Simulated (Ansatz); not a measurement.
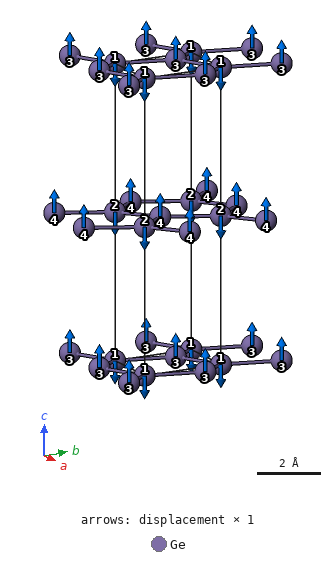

A relaxation of a crystal of Ge (built on the C_186 type) (coarse preliminary run). The starting structure is drawn; blue arrows show the displacements (the part carried along by the change of the cell is left out), at their true length.

A ball-and-stick model of the cell of the calculation, seen slightly off an axis.

Case: C type (P6_3mc, No. 186).

These are results of Ansatz 0.2.0, DFT PBE, scalar-relativistic, plane waves, PAW, not measurements. Settings: plane-wave cutoff 420 eV; k-point mesh 6 × 6 × 2; occupations gaussian; smearing width 0.1 eV; no spin polarisation; cell and atoms relaxed; force threshold 0.04 eV/Å; at most 70 steps.

What happened in the run?

The largest moves relative to the cell, 0.77 Å, are those of Ge1, Ge2, Ge3 and Ge4. Ge4 goes along +c. The volume changes by −18.5 %, with a = b 3.471 → 3.855 Å (+11.1 %), c 9.542 → 6.301 Å (−34.0 %). Near-neighbour distances that change, for instance: Ge1–Ge4 5.131 → 2.726 Å, Ge1–Ge3 2.005 → 2.728 Å. New bonds form: Ge1–Ge4 (5.13 → 2.73 Å), Ge2–Ge3 (5.13 → 2.73 Å). Bond angles that change, for instance: Ge3–Ge1–Ge3 119.9° → 89.9°. The space group (tolerance 0.01 Å) goes from P6_3mc (No. 186) to P6_3/mmc (No. 194). Over 17 accepted moves (18 points after the start) the energy falls by 7.927 eV per cell of the calculation. The largest force component goes from 0.42 to 0.0023 eV/Å. Pressure: 50.25 GPa at the start and 0.18 GPa at the end. The SCF was repeated once at an unchanged geometry on a basis and grid sized afresh for the cell, which shifted the energy by 11.5 meV per cell of the calculation at most.
